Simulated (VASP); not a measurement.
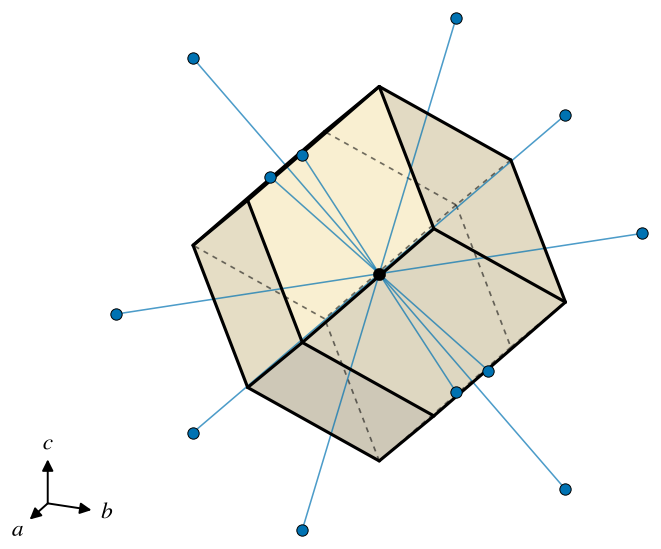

Crystal: C, an entry of the Crystallography Open Database, as set up for an electronic-structure calculation. The Wigner–Seitz cell of the crystal's lattice, with lines to the lattice points that define its faces. All values are computed from the atomic coordinates in the standard setting (tolerance 0.002 Å).

a = 3.567 Å, b = 3.567 Å, c = 3.567 Å, α = 90.00°, β = 90.00°, γ = 90.00°; lattice centring F.

### Which of Fedorov's five parallelohedra is it?

A rhombic dodecahedron: 12 faces (12 with 4 edges), 24 edges, 14 vertices. Its volume is that of the primitive cell, 11.3 Å³.

### Which lattice vectors do the faces bisect?

```json
{"example": "1/2 a + 1/2 b", "length (Å)": "2.52", "faces": "12", "edges of each": "4", "area (Å²)": "2.2"}
```
